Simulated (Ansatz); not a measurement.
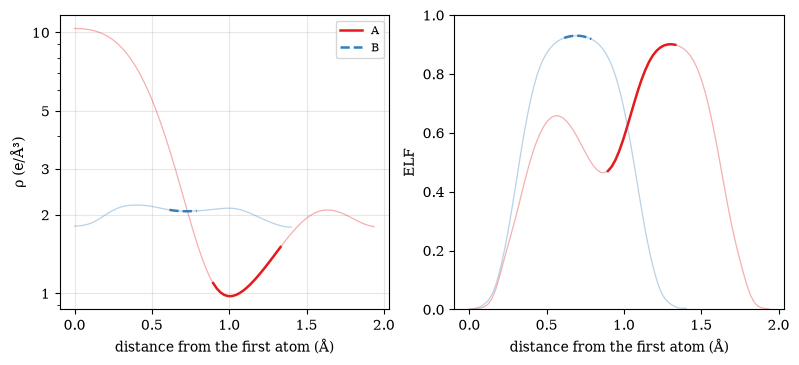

Figure. TiC₂₇ (cell with a defect). Valence pseudo-density and electron localisation function along straight lines between neighbouring atoms. Thin, pale parts lie inside the atomic spheres.

Computed without spin polarisation.

Method: Ansatz, DFT PBE, scalar-relativistic, plane waves, PAW.

The density is the valence pseudo-density of a PAW calculation; it isn't the true density close to the nuclei.

Input

```
crystal:
  lattice:
    - [-4.9330325265, -4.2721314856, 0.0]
    - [1.2332581316, -6.4081972285, 0.0]
    - [-1.2332581316, -3.5601095714, 8.5756686354]
  atoms:
    - { symbol: Ti, position: [0.7967237231, 0.939580866, 0.7526859734] }
    - { symbol: C, position: [0.939580866, 0.5110094374, 0.7526859734] }
    - { symbol: C, position: [0.5110094374, 0.7967237231, 0.7526859734] }
    - { symbol: C, position: [0.6538665803, 0.3681522946, 0.7526859734] }
    - { symbol: C, position: [0.2252951517, 0.6538665803, 0.7526859734] }
    - { symbol: C, position: [0.3681522946, 0.2252951517, 0.7526859734] }
    - { symbol: C, position: [0.0824380089, 0.0824380089, 0.7526859734] }
    - { symbol: C, position: [0.4633937967, 0.6062509395, 0.7526757528] }
    - { symbol: C, position: [0.6062509395, 0.177679511, 0.7526757528] }
    - { symbol: C, position: [0.177679511, 0.4633937967, 0.7526757528] }
    - { symbol: C, position: [0.3205366538, 0.0348223681, 0.7526757528] }
    - { symbol: C, position: [0.8919652252, 0.3205366538, 0.7526757528] }
    - { symbol: C, position: [0.0348223681, 0.8919652252, 0.7526757528] }
    - { symbol: C, position: [0.7491080824, 0.7491080824, 0.7526757528] }
    - { symbol: C, position: [0.9651776319, 0.1080347748, 0.2473242472] }
    - { symbol: C, position: [0.1080347748, 0.6794633462, 0.2473242472] }
    - { symbol: C, position: [0.6794633462, 0.9651776319, 0.2473242472] }
    - { symbol: C, position: [0.822320489, 0.5366062033, 0.2473242472] }
    - { symbol: C, position: [0.3937490605, 0.822320489, 0.2473242472] }
    - { symbol: C, position: [0.5366062033, 0.3937490605, 0.2473242472] }
    - { symbol: C, position: [0.2508919176, 0.2508919176, 0.2473242472] }
    - { symbol: C, position: [0.6318477054, 0.7747048483, 0.2473140266] }
    - { symbol: C, position: [0.7747048483, 0.3461334197, 0.2473140266] }
    - { symbol: C, position: [0.3461334197, 0.6318477054, 0.2473140266] }
    - { symbol: C, position: [0.4889905626, 0.2032762769, 0.2473140266] }
    - { symbol: C, position: [0.060419134, 0.4889905626, 0.2473140266] }
    - { symbol: C, position: [0.2032762769, 0.060419134, 0.2473140266] }
    - { symbol: C, position: [0.9175619911, 0.9175619911, 0.2473140266] }
basis:
  ecutwfc: 420
  xc_grid: 2
kpoints:
  mp_grid: { grid: [5, 5, 5], shift: [0.0, 0.0, 0.0] }
hamiltonian:
  xc: pbe
scf:
  occupations: { method: gaussian, width: 0.1 }
output:
  forces: true
  stress: false
  eigenvalues: true
  write_density: true
  write_potential: true
  elf: true
  volumetric_format: npy
relax:
  adjacent_minimum: "off"
  f_tol: 0.025
  max_steps: 45
```

Launched as:

```sh
ansatz run input.yaml --threads 4 --pin off --max-ram 10240MiB --backend cpu --events-out ev --progress --plain --runs-dir out
```

The fields are those of the run's last geometry, not of the input's.

Which curve belongs to which contact (C–C and Ti–C)? The first atom named is at distance zero.

Answer. Curve A: Ti–C (1.94 Å): ρ at the midpoint is about 0.99 e/Å³; the ELF peaks at about 0.90 in the valence shell of C, 0.6 Å from its nucleus, and is about 0.55 at the midpoint. Curve B: C–C (1.40 Å): ρ at the midpoint is about 2.1 e/Å³; the ELF peaks at about 0.95 between the atoms (localised, covalent bonding).
